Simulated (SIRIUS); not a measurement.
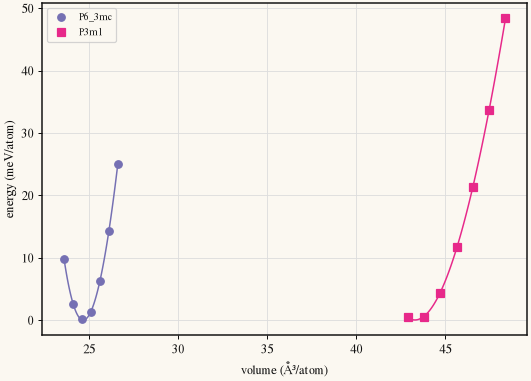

Calculation (SIRIUS 7.12.0): all-electron LAPW DFT, no spin polarisation; energies at scaled volumes of the given cell, shape and fractions fixed, counted from the fit's minimum, third-order Birch-Murnaghan fit. Level: PBEsol.

- occupations: Fermi–Dirac
- smearing width: 0.05 eV
- potentials: all electron FP LAPW

Caption: Energy against volume, with one curve for each structure, for CdS. Each energy curve has its own zero, so the curves don't rank the structures.

Settings that differ: P6_3mc: k mesh 7×7×4; P3m1: k mesh 7×7×5.

The fitted equilibrium volumes, smallest first, are P6_3mc 24.690, P3m1 43.298 Å³/atom. The fitted bulk moduli, smallest first, are P3m1 32.3, P6_3mc 61.1 GPa.

Caveats: shape and atomic fractions are frozen while scaling, which makes layered, chain and framework solids too stiff.
